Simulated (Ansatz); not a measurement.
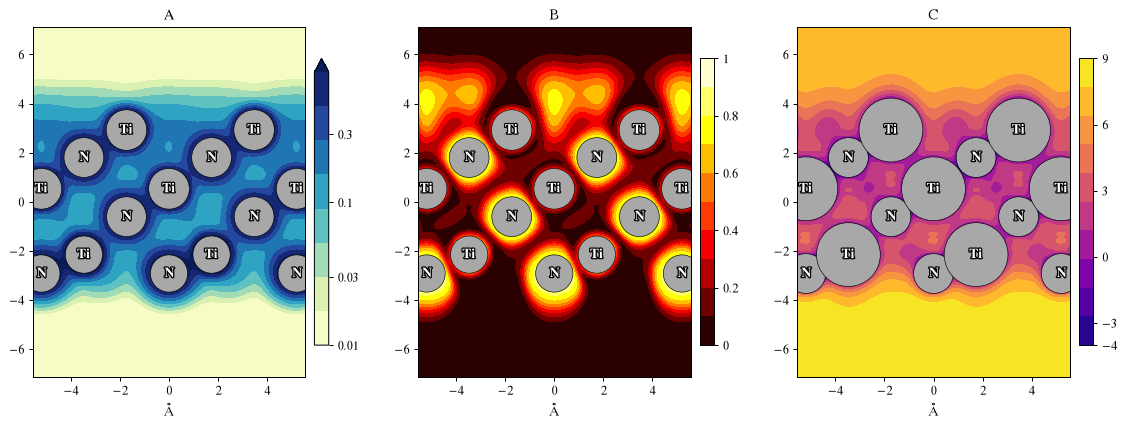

TiN (slab): 3 fields on the (110) plane of the calculation cell, a cut from vacuum to vacuum, with unlabelled colour scales. Grey discs cover the atomic cores.

Computed without spin polarisation.

Theory: DFT PBE, scalar-relativistic, plane waves, PAW (Ansatz 0.2.0).

### Which field does each panel show? The fields are: electron localisation function, electrostatic potential energy of an electron and valence pseudo-density.

Panel A: valence pseudo-density. Panel B: electron localisation function. Panel C: electrostatic potential energy of an electron (low next to the atoms, rising into the space between them).
